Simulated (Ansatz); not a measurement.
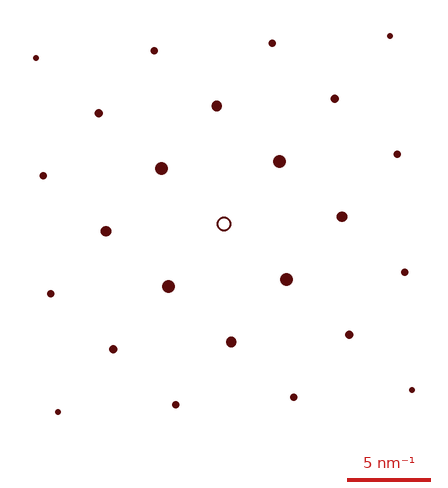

Computed electron diffraction pattern, 200 kV, single scattering only, B = 0.5 Å².

Candidate phases (model or computed cells):
A. Mo, space group Fm-3m (No. 225), a = 3.969 Å
B. Mo, space group Im-3m (No. 229), a = 3.150 Å
C. Mo, space group Im-3m (No. 229), a = 3.161 Å
D. Mo, space group P6_3/mmc (No. 194), a = 2.76 Å, c = 4.90 Å (hexagonal axes)

Identify the phase and the zone axis.

Candidate A (Mo), along [001] or an equivalent direction. The spots form a square net with both shortest vectors at d = 1.98 Å, 90.0° apart. They index as 2 0 0 and 0 2 0; no zone of the other candidates with indices up to 3 has this net.
